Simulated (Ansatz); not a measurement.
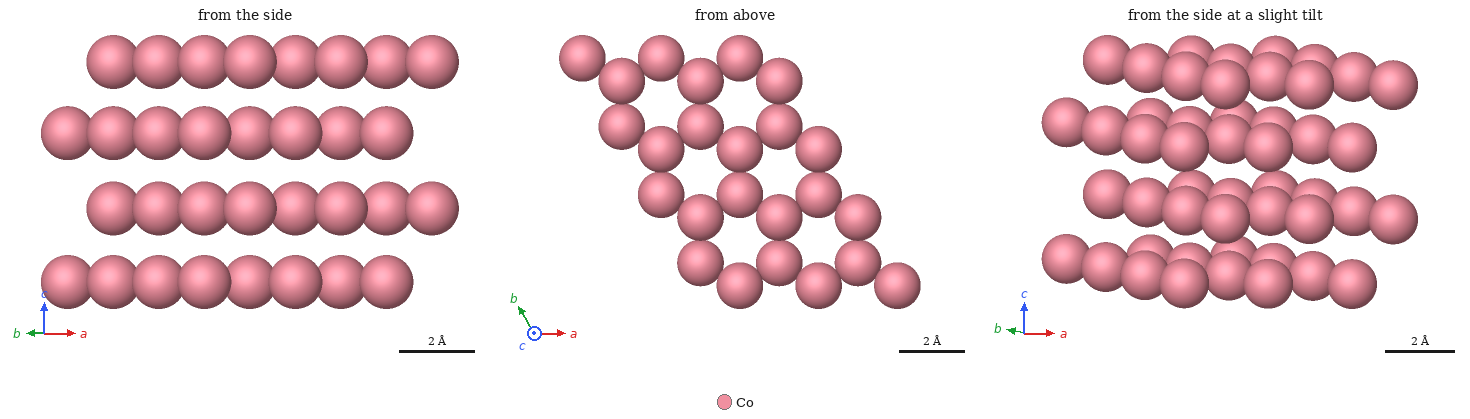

A spheres-only picture of a periodic slab, seen from the side, from above and from the side at a slight tilt. The surface normal points up in side views; the vacuum is left out. 3×4 cells are drawn in the plane, with atoms at the edges repeated.

The cell holds 4 Co. The slab was cut from bulk Co (P6_3/mmc).

Question: How far apart are the outermost atoms along the normal?

Answer: About 6 Å from the lowest to the highest atom.

Question: What is the order of the atomic planes, starting from the top?

Answer: Four planes: Co / Co / Co / Co.

Question: Name the surface by its Miller indices.

Answer: (0 0 1).

Electronic-structure method: DFT PBEsol, scalar-relativistic, plane waves, PAW (Ansatz 0.2.0). Parameters: a cutoff energy of 420 eV, k-point mesh 12×12×1, Gaussian smearing of 0.1 eV, collinear spins.

Question: Give the work function of each face.

Answer: 5.12 eV at the top and 5.16 eV at the bottom.

Starting structure: a structure listed in the Materials Project, from which a slab was cut. The atoms were relaxed in a fixed cell with DFT PBEsol, scalar-relativistic, plane waves, PAW (Ansatz 0.2.0), but for two held in place.
